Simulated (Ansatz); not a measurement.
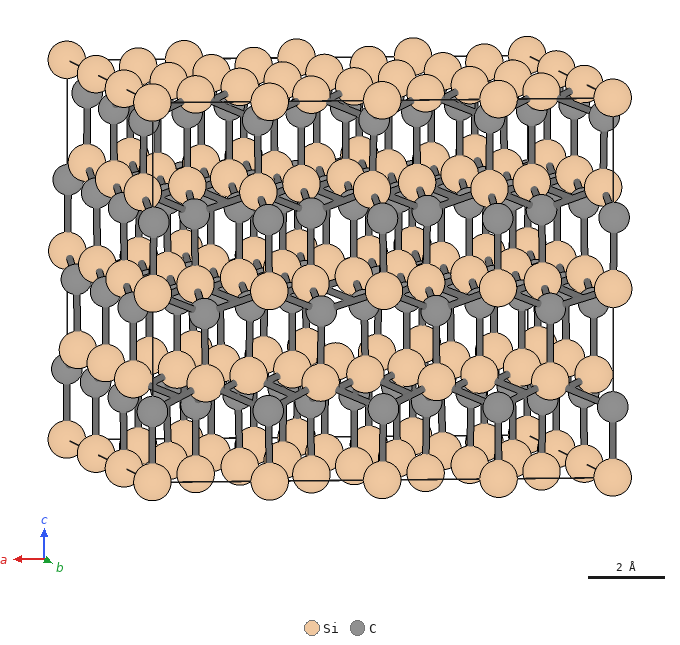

*The starting structure (ball-and-stick view of the cell of the calculation, seen at an oblique angle).*

Near neighbours in the crystal (not all of them lie inside the picture): Si has 4 C at 1.81 to 1.96 Å; Si has 3 C at 1.84 to 1.94 Å; C has 4 Si at 1.81 to 1.96 Å.

## Geometry relaxation of Si96C95 (charge −3) (part 1 of 4)

The run: geometry relaxation of Si96C95 (defect cell, 191 atoms in the cell, total charge −3). Method and program: DFT, PBEsol, PAW, plane waves (Ansatz 0.2.0).

Log:
```
Pseudopotentials: kind: paw
Functional definition: PBEsol
  exchange = pbesol_x
  correlation = pbesol_c
Crystal: 191 atoms, lattice volume = 1984.194 Å³
Basis set: ecut = 420 eV, 38873 PW (Γ), exchange–correlation on 180×216×144 points (8 copies of the dense FFT grid, shifted against one another)
Bands: 575, of which v1, the nominal top of the filled ones, is band 384 counted from 1 (383 counted from 0)
Symmetry: 1 space group operations
k-points: 1
Non-local potential: Si, projectors of the file, l = 0: 2, l = 1: 2, l = 2: 2
Non-local potential: C, projectors of the file, l = 0: 2, l = 1: 2, l = 2: 1
PAW form: soft (Blöchl's): semilocal exchange-correlation on the pseudo side does not see the compensation charge
PAW frozen core: Si, regenerated for the run's functional, and the local potential with it (the file was generated under x = pbe(κ = 0.804, μ = 0.2195149727645171), c = pbe(β = 0.06672455060314922))
PAW frozen core: C, regenerated for the run's functional, and the local potential with it (the file was generated under x = pbe(κ = 0.804, μ = 0.2195149727645171), c = pbe(β = 0.06672455060314922))
PAW one-centre angular grid: Si, 110 points (default); XC on 64 Gauss nodes
PAW one-centre angular grid: C, 110 points (default); XC on 64 Gauss nodes
Initial density: superposition of atomic densities (chi_scale 0.1, normalization cell)
Starting moments: Σ|m| = 1 μB on 4 of 191 sites
Initial wavefunctions: pseudopotential atomic-orbital guess
Functional: x = pbesol(κ = 0.804, μ = 0.12345679012345678), c = pbesol(β = 0.046)
SCF iter   1: F=—  HF=-83263.790608 eV  |F-HF|=—  |Δ(HF+E_count)|=         —  Δρ=7.23e-2 (↑7.23e-2 ↓7.23e-2)  dr2=5.10e2  dr2_m=2.65e-2  M=1.000 μB ∫|m|=1.113 μB  β_m=0.30  ethr=3.10e-3  ⟨swp⟩=6.0  Hψ=5268  notcnv=0  defer=111
preconditioner: auto → Resta (q_TF=auto, 2.329 Å⁻¹)  ε∞=4.3  [insulator: Δε(μ)=0.053 eV  Ē_g=12.736 eV  σ=0.010 eV  W_gap=0.87  n_scr=432 (ndim 8)  ℏωp=23.1 eV  f_vac=0.000  D(μ)=12.28/eV (n_scr^D=38)  ε∞_Penn≈4.3]
spin=Collinear: Resta preconditioning applied to the charge; magnetization (m = ρ↑ − ρ↓) channel mixes plain (no charge-response kernel on spin).
SCF iter   2: F=—  HF=-83154.203909 eV  |F-HF|=—  |Δ(HF+E_count)|=    1.10e2  Δρ=4.02e-2 (↑4.02e-2 ↓4.02e-2)  dr2=1.55e2  dr2_m=1.08e-2  M=0.986 μB ∫|m|=1.215 μB  β_m=0.30  ethr=3.10e-3  ⟨swp⟩=3.0  Hψ=2102  notcnv=0  defer=366
SCF iter   3: F=—  HF=-83109.491102 eV  |F-HF|=—  |Δ(HF+E_count)|=    4.47e1  Δρ=1.43e-2 (↑1.42e-2 ↓1.43e-2)  dr2=1.56e1  dr2_m=1.51e-2  M=1.000 μB ∫|m|=1.109 μB  β_m=0.30  ethr=3.10e-3  ⟨swp⟩=5.0  Hψ=1597  notcnv=0  defer=366
SCF iter   4: F=—  HF=-83108.004658 eV  |F-HF|=—  |Δ(HF+E_count)|=    1.49e0  Δρ=1.07e-2 (↑1.06e-2 ↓1.07e-2)  dr2=5.39e0  dr2_m=6.96e-3  M=1.065 μB ∫|m|=1.406 μB  β_m=0.30  ethr=2.04e-3  ⟨swp⟩=2.0  Hψ=1333  notcnv=0  defer=371
SCF iter   5: F=—  HF=-83106.874241 eV  |F-HF|=—  |Δ(HF+E_count)|=    1.13e0  Δρ=1.40e-3 (↑1.26e-3 ↓1.40e-3)  dr2=1.37e-1  dr2_m=7.23e-3  M=1.107 μB ∫|m|=1.639 μB  β_m=0.30  ethr=7.03e-4  ⟨swp⟩=3.5  Hψ=1454  notcnv=0  defer=366
SCF iter   6: F=—  HF=-83106.897001 eV  |F-HF|=—  |Δ(HF+E_count)|=   2.28e-2  Δρ=1.14e-3 (↑1.14e-3 ↓1.03e-3)  dr2=4.03e-2  dr2_m=7.18e-3  M=1.126 μB ∫|m|=1.775 μB  β_m=0.30  ethr=1.78e-5  ⟨swp⟩=4.0  Hψ=1190  notcnv=0  defer=366
SCF iter   7: F=—  HF=-83106.906947 eV  |F-HF|=—  |Δ(HF+E_count)|=   9.95e-3  Δρ=6.89e-4 (↑6.46e-4 ↓6.89e-4)  dr2=1.16e-2  dr2_m=5.13e-3  M=1.144 μB ∫|m|=1.862 μB  β_m=0.30  ethr=5.26e-6  ⟨swp⟩=4.5  Hψ=1432  notcnv=0  defer=366
SCF iter   8: F=—  HF=-83106.925764 eV  |F-HF|=—  |Δ(HF+E_count)|=   1.88e-2  Δρ=5.83e-4 (↑5.83e-4 ↓4.58e-4)  dr2=4.86e-3  dr2_m=4.55e-3  M=1.165 μB ∫|m|=1.969 μB  β_m=0.30  ethr=1.51e-6  ⟨swp⟩=3.0  Hψ=1942  notcnv=0  defer=366
SCF iter   9: F=—  HF=-83106.931001 eV  |F-HF|=—  |Δ(HF+E_count)|=   5.24e-3  Δρ=4.50e-4 (↑4.50e-4 ↓3.94e-4)  dr2=4.83e-4  dr2_m=3.19e-3  M=1.178 μB ∫|m|=2.031 μB  β_m=0.30  ethr=6.34e-7  ⟨swp⟩=3.0  Hψ=1381  notcnv=0  defer=366
SCF iter  10: F=—  HF=-83106.934567 eV  |F-HF|=—  |Δ(HF+E_count)|=   3.57e-3  Δρ=3.77e-4 (↑3.77e-4 ↓3.38e-4)  dr2=2.47e-4  dr2_m=2.29e-3  M=1.187 μB ∫|m|=2.086 μB  β_m=0.30  ethr=6.29e-8  ⟨swp⟩=3.0  Hψ=1468  notcnv=0  defer=366
Mixer restart at iter 10: flushing history
spin-set hold released at iteration 10 (site moments contracting): the magnetisation degrees of freedom join the quasi-Newton model from the next iteration; the mixer history was flushed
SCF iter  11: F=—  HF=-83106.937191 eV  |F-HF|=—  |Δ(HF+E_count)|=   2.62e-3  Δρ=3.41e-4 (↑3.41e-4 ↓2.78e-4)  dr2=4.65e-4  dr2_m=1.71e-3  M=1.196 μB ∫|m|=2.136 μB  β_m=0.65  ethr=3.22e-8  ⟨swp⟩=3.0  Hψ=2091  notcnv=0  defer=366
SCF iter  12: F=—  HF=-83106.941846 eV  |F-HF|=—  |Δ(HF+E_count)|=   4.66e-3  Δρ=1.63e-4 (↑1.46e-4 ↓1.63e-4)  dr2=9.80e-4  dr2_m=3.99e-4  M=1.208 μB ∫|m|=2.243 μB  β_m=0.82  ethr=3.22e-8  ⟨swp⟩=3.5  Hψ=1870  notcnv=0  defer=366
SCF iter  13: F=—  HF=-83106.943262 eV  |F-HF|=—  |Δ(HF+E_count)|=   1.42e-3  Δρ=5.05e-5 (↑5.05e-5 ↓4.65e-5)  dr2=7.39e-5  dr2_m=3.78e-5  M=1.213 μB ∫|m|=2.370 μB  β_m=0.84  ethr=3.22e-8  ⟨swp⟩=3.5  Hψ=2268  notcnv=0  defer=366
SCF iter  14: F=—  HF=-83106.943342 eV  |F-HF|=—  |Δ(HF+E_count)|=   7.98e-5  Δρ=1.93e-5 (↑1.71e-5 ↓1.93e-5)  dr2=1.59e-5  dr2_m=4.99e-6  M=1.212 μB ∫|m|=2.357 μB  β_m=0.92  ethr=2.93e-9  ⟨swp⟩=16.0  Hψ=7785  notcnv=0
SCF iter  15: F=—  HF=-83106.943355 eV  |F-HF|=—  |Δ(HF+E_count)|=   1.26e-5  Δρ=1.03e-5 (↑9.34e-6 ↓1.03e-5)  dr2=2.28e-6  dr2_m=1.54e-6  M=1.210 μB ∫|m|=2.362 μB  β_m=0.96  ethr=2.07e-9  ⟨swp⟩=6.0  Hψ=3670  notcnv=0
SCF iter  16: F=—  HF=-83106.943360 eV  |F-HF|=—  |Δ(HF+E_count)|=   5.46e-6  Δρ=3.74e-6 (↑3.12e-6 ↓3.74e-6)  dr2=5.54e-7  dr2_m=1.82e-7  M=1.209 μB ∫|m|=2.368 μB  β_m=0.97  ethr=2.98e-10  ⟨swp⟩=5.0  Hψ=3323  notcnv=0
SCF iter  17: F=-83106.943361 eV  HF=-83106.943361 eV  |F-HF|=7.08e-8  |Δ(HF+E_count)|=   7.21e-7  Δρ=9.16e-7 (↑8.64e-7 ↓9.16e-7)  dr2=1.00e-7  dr2_m=9.47e-9  M=1.208 μB ∫|m|=2.371 μB  ethr=7.23e-11  ⟨swp⟩=4.0  Hψ=2841  notcnv=0
SCF 1 converged in 17 iterations: F = -83106.943361 eV  dr2 = 1.00e-7
  greatest PAW one-centre occupation: 0.652 electrons in one spin orbital (limit 2), on the Si atom at site 11 (counted from 0), in its partial waves of l = 0
relax step   1: F+E_penalty+E_count = -83106.94336069 eV  Δ(F+E_penalty+E_count) = +0.000e0 eV  max|allowed force component| = 1.923e0 eV/Å  Δτ_max = 0.0000 Å  (17 SCF iters, dr2 threshold 2.25e-5 eV, accepted)
Initial density: handed on by an earlier stage of this run
Starting moments: Σ|m| = 1 μB on 4 of 191 sites; this step starts from the density that it was given
Initial wavefunctions: those handed on with the density
iter 1 solved again at ethr=1.63e-4 eV; its pass at ethr=3.10e-3 eV (dr2=1.25e0 eV) is discarded
preconditioner: auto → Resta (q_TF=auto, 2.329 Å⁻¹)  ε∞=4.8  [insulator: Δε(μ)=0.099 eV  Ē_g=11.822 eV  σ=0.010 eV  W_gap=0.99  n_scr=432 (ndim 8)  ℏωp=23.1 eV  f_vac=0.000  D(μ)=1.39/eV (n_scr^D=0)  ε∞_Penn≈4.8]
spin=Collinear: Resta preconditioning applied to the charge; magnetization (m = ρ↑ − ρ↓) channel mixes plain (no charge-response kernel on spin).
relax step   2: F+E_penalty+E_count = -83109.18902183 eV  Δ(F+E_penalty+E_count) = -2.246e0 eV  max|allowed force component| = 1.534e0 eV/Å  Δτ_max = 0.1165 Å  (6 SCF iters, dr2 threshold 1.00e-4 eV, accepted)
[... from here on the SCF iterations and repeated set-up lines of each step are left out, up to the last step ...]
relax step   3: F+E_penalty+E_count = -83110.28835267 eV  Δ(F+E_penalty+E_count) = -1.099e0 eV  max|allowed force component| = 5.850e-1 eV/Å  Δτ_max = 0.1654 Å  (8 SCF iters, dr2 threshold 1.00e-4 eV, accepted)
relax step   4: F+E_penalty+E_count = -83110.42290397 eV  Δ(F+E_penalty+E_count) = -1.346e-1 eV  max|allowed force component| = 2.071e-1 eV/Å  Δτ_max = 0.0678 Å  (6 SCF iters, dr2 threshold 4.97e-5 eV, accepted)
relax step   5: F+E_penalty+E_count = -83110.44478414 eV  Δ(F+E_penalty+E_count) = -2.188e-2 eV  max|allowed force component| = 1.104e-1 eV/Å  Δτ_max = 0.0182 Å  (6 SCF iters, dr2 threshold 5.38e-6 eV, accepted)
relax step   6: F+E_penalty+E_count = -83110.45936385 eV  Δ(F+E_penalty+E_count) = -1.458e-2 eV  max|allowed force component| = 2.492e-1 eV/Å  Δτ_max = 0.1043 Å  (8 SCF iters, dr2 threshold 1.53e-6 eV, accepted)
relax step   7: F+E_penalty+E_count = -83110.47972758 eV  Δ(F+E_penalty+E_count) = -2.036e-2 eV  max|allowed force component| = 2.058e-1 eV/Å  Δτ_max = 0.0589 Å  (7 SCF iters, dr2 threshold 1.76e-5 eV, accepted)
relax step   8: F+E_penalty+E_count = -83110.47751187 eV  Δ(F+E_penalty+E_count) = +2.216e-3 eV  max|allowed force component| = 8.883e-1 eV/Å  Δτ_max = 0.1952 Å  (10 SCF iters, dr2 threshold 2.89e-5 eV, rejected (line search))
relax step   9: F+E_penalty+E_count = -83110.57559359 eV  Δ(F+E_penalty+E_count) = -9.587e-2 eV  max|allowed force component| = 2.744e-1 eV/Å  Δτ_max = 0.0976 Å  (12 SCF iters, accepted)
relax step  10: F+E_penalty+E_count = -83110.59238003 eV  Δ(F+E_penalty+E_count) = -1.679e-2 eV  max|allowed force component| = 3.245e-1 eV/Å  Δτ_max = 0.0975 Å  (7 SCF iters, dr2 threshold 5.13e-5 eV, accepted)
relax step  11: F+E_penalty+E_count = -83110.36643295 eV  Δ(F+E_penalty+E_count) = +2.259e-1 eV  max|allowed force component| = 8.523e-1 eV/Å  Δτ_max = 0.1463 Å  (8 SCF iters, dr2 threshold 1.00e-4 eV, rejected (line search))
relax step  12: F+E_penalty+E_count = -83110.62089162 eV  Δ(F+E_penalty+E_count) = -2.851e-2 eV  max|allowed force component| = 2.064e-1 eV/Å  Δτ_max = 0.0453 Å  (20 SCF iters, accepted)
SCF 13 converged in 7 iterations: F = -83110.627998 eV  dr2 = 1.29e-5
relax step  13: F+E_penalty+E_count = -83110.62799846 eV  Δ(F+E_penalty+E_count) = -7.107e-3 eV  max|allowed force component| = 6.004e-2 eV/Å  Δτ_max = 0.0164 Å  (7 SCF iters, dr2 threshold 1.72e-5 eV, accepted)
SCF iter   1: F=—  HF=-83110.630628 eV  |F-HF|=—  |Δ(HF+E_count)|=         —  Δρ=1.33e-4 (↑1.33e-4 ↓1.33e-4)  dr2=2.03e-3  dr2_m=2.11e-7  M=0.012 μB ∫|m|=0.014 μB  β_m=0.30  ethr=3.37e-6  ⟨swp⟩=3.0  Hψ=2580  notcnv=0  defer=360
preconditioner: auto → Kerker (q_TF=auto, 2.329 Å⁻¹)  [metal: Δε(μ)=0.000 eV  Ē_g=11.801 eV  σ=0.010 eV  W_gap=0.01  n_scr=432 (ndim 8)  ℏωp=23.1 eV  f_vac=0.000  D(μ)=50.26/eV (n_scr^D=340)]
spin=Collinear: Kerker preconditioning applied to the charge; magnetization (m = ρ↑ − ρ↓) channel mixes plain (no charge-response kernel on spin).
SCF iter   2: F=—  HF=-83110.630407 eV  |F-HF|=—  |Δ(HF+E_count)|=   2.21e-4  Δρ=9.73e-5 (↑9.73e-5 ↓9.70e-5)  dr2=1.31e-3  dr2_m=1.17e-7  M=0.012 μB ∫|m|=0.013 μB  β_m=0.65  ethr=2.65e-7  ⟨swp⟩=1.0  Hψ=1324  notcnv=0  defer=360
SCF iter   3: F=—  HF=-83110.627544 eV  |F-HF|=—  |Δ(HF+E_count)|=   2.86e-3  Δρ=1.34e-5 (↑1.34e-5 ↓1.33e-5)  dr2=2.61e-4  dr2_m=1.03e-9  M=0.012 μB ∫|m|=0.013 μB  β_m=0.78  ethr=1.71e-7  ⟨swp⟩=2.0  Hψ=1372  notcnv=0  defer=360
SCF iter   4: F=—  HF=-83110.630054 eV  |F-HF|=—  |Δ(HF+E_count)|=   2.51e-3  Δρ=8.14e-6 (↑8.13e-6 ↓8.14e-6)  dr2=1.33e-4  dr2_m=3.52e-10  M=0.012 μB ∫|m|=0.013 μB  β_m=0.87  ethr=3.41e-8  ⟨swp⟩=2.0  Hψ=796  notcnv=0  defer=360
SCF iter   5: F=—  HF=-83110.630045 eV  |F-HF|=—  |Δ(HF+E_count)|=   9.30e-6  Δρ=4.84e-6 (↑4.83e-6 ↓4.84e-6)  dr2=2.35e-5  dr2_m=3.28e-10  M=0.011 μB ∫|m|=0.012 μB  β_m=0.93  ethr=1.73e-8  ⟨swp⟩=2.0  Hψ=1050  notcnv=0  defer=360
SCF iter   6: F=—  HF=-83110.629754 eV  |F-HF|=—  |Δ(HF+E_count)|=   2.91e-4  Δρ=2.22e-6 (↑2.21e-6 ↓2.22e-6)  dr2=4.83e-6  dr2_m=1.37e-10  M=0.011 μB ∫|m|=0.012 μB  β_m=0.97  ethr=3.07e-9  ⟨swp⟩=2.0  Hψ=1050  notcnv=0  defer=360
SCF iter   7: F=—  HF=-83110.629753 eV  |F-HF|=—  |Δ(HF+E_count)|=   5.61e-7  Δρ=1.42e-6 (↑1.42e-6 ↓1.42e-6)  dr2=1.52e-6  dr2_m=1.20e-10  M=0.010 μB ∫|m|=0.011 μB  β_m=0.98  ethr=6.30e-10  ⟨swp⟩=2.0  Hψ=1180  notcnv=0  defer=360
SCF iter   8: F=—  HF=-83110.629753 eV  |F-HF|=—  |Δ(HF+E_count)|=   2.22e-7  Δρ=6.96e-7 (↑6.96e-7 ↓6.95e-7)  dr2=3.19e-7  dr2_m=1.13e-10  M=0.010 μB ∫|m|=0.011 μB  β_m=0.99  ethr=1.99e-10  ⟨swp⟩=2.0  Hψ=1374  notcnv=0  defer=360
SCF iter   9: F=-83110.629753 eV  HF=-83110.629753 eV  |F-HF|=4.27e-8  |Δ(HF+E_count)|=   4.82e-8  Δρ=2.71e-7 (↑2.68e-7 ↓2.71e-7)  dr2=4.77e-8  dr2_m=1.04e-10  M=0.010 μB ∫|m|=0.011 μB  ethr=1.30e-11  ⟨swp⟩=8.5  Hψ=4592  notcnv=0
the starting moments were not kept: the SCF closed with an absolute magnetisation of 1.0e-2 μB, where they sum to 1 μB in size (4 sites). That is at most 0.1 of that sum.
SCF 14 converged in 9 iterations: F = -83110.629753 eV  dr2 = 4.77e-8
  greatest PAW one-centre occupation: 0.648 electrons in one spin orbital (limit 2), on the C atom at site 113 (counted from 0), in its partial waves of l = 0
relax step  14: F+E_penalty+E_count = -83110.62975264 eV  Δ(F+E_penalty+E_count) = -1.754e-3 eV  max|allowed force component| = 1.072e-2 eV/Å  Δτ_max = 0.0051 Å  (9 SCF iters, accepted)
```

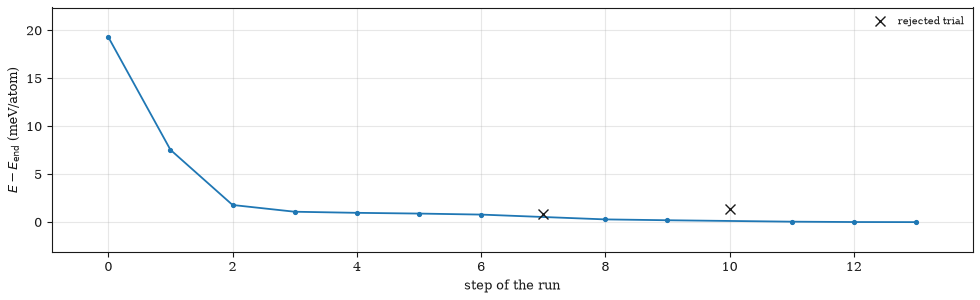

*Progress of the relaxation, step by step (the first geometry is step 0 here and step 1 in the log).*

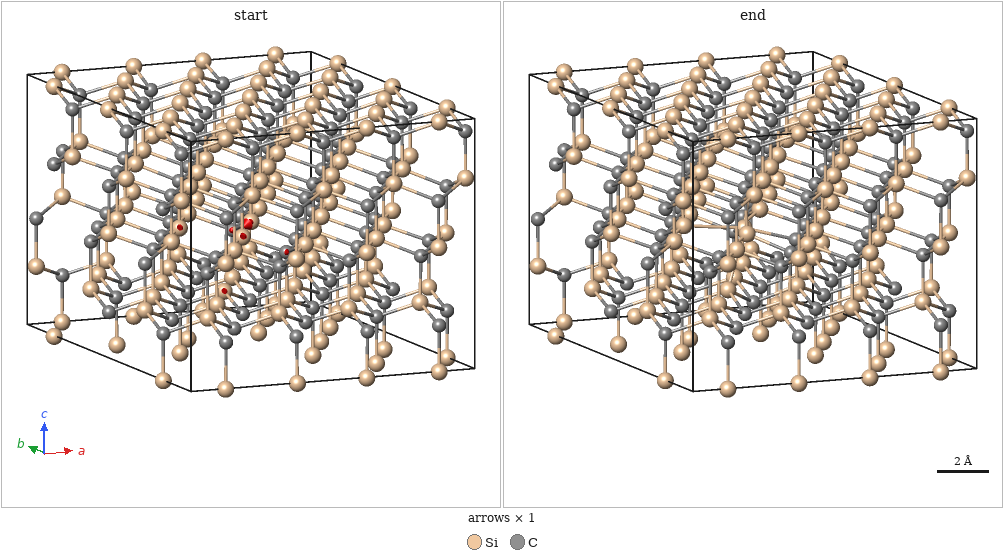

*Before (left) and after (right) the relaxation, at one scale (ball-and-stick view of the cell of the calculation (origin shifted), seen slightly off an axis). The red arrows give the displacements, at true length.*

The atom that moves furthest is Si18 (0.60 Å). By element the largest moves are Si 0.60 Å, C 0.14 Å. The cell doesn't change. Distances before and after: Si12–Si18 3.086 → 2.464 Å, Si13–Si18 3.095 → 2.482 Å, Si18–Si36 3.108 → 2.569 Å, Si18–C160 1.893 → 2.123 Å. Among the angles that change: C138–Si18–C160 112.2° → 94.1°, C160–Si18–C161 107.9° → 91.8°, Si18–C138–Si68 108.4° → 122.9°. After 13 geometry steps the energy has fallen by 19.3 meV per atom. Largest force component: 1.9 eV/Å at the start, 0.011 eV/Å at the end. The line search rejected the trial steps at points 7, 10 (counted from 0) and went back. (Atoms are counted from 1 in the order of the input.)

```
SCF converged after 9 iterations
Magnetization: 0.0097 μB (383.5048 up, 383.4952 down)
Absolute magnetization: 0.0107 μB (∫|ρ↑−ρ↓|, with the PAW one-centre terms)
Spin contamination: 0.0000 ħ² per cell (⟨S²⟩ above its minimum at these occupations)
Per-site moments (μB) at R_I (Å): [(2.6281197314068504e-5, 0.7748339405061389), (3.1127892616158026e-5, 0.7767093442646084), (2.677176415043484e-5, 0.7766931610476766), (2.0348896986712492e-5, 0.7758849573435382), (2.254000637206469e-5, 0.7749189143936414), (3.554593768864726e-5, 0.7780169132765161), (1.8706166438303224e-5, 0.7745840831600821), (1.743174315610004e-5, 0.7780478810976786), (2.141224
Free energy (F): -83110.629753 eV
Harris-Foulkes:  -83110.629753 eV  (|F-HF|=4.27e-8)
Internal energy: -83110.615690 eV  (E = F + TS)
E sigma→0 (E₀):  -83110.622722 eV
Entropy (-TS):   -0.014062 eV (-0.074 meV/atom)
Fermi energy:    11.880273 eV
--- Per-component energies (eV) ---
  E_band       = 2693.352821
  E_kinetic    = 12937.715487
  E_local      = -9978.133063  (includes V_loc(G=0)·N_el)
  E_nonlocal   = 4974.616018
  E_hartree    = 3051.590739
  E_xc         = -10025.697336
  E_vxc        = -10457.463936  (∫ρ·V_xc dr)
  E_paw        = -56961.656419  (= ΣΔE_a)
  E_vpaw       = -886.564455  (= ΣTr[D̂ρ^β])
  E_aug_tail   = 0.001249  (compensation charges beyond the density's cutoff)
  E_ewald      = -27114.086736
  E_core_change = 5.034371  (= ΣΔE_core)
  E_smearing   = -0.014062  (= −TS)
  E_closure    = -0.000000  (closes the sum)
  E_deformation_potential = -54.094128  (in the stress; not in F)
  Σ components = -83110.629753   (vs F -83110.629753, Δ=0.00e0)
```
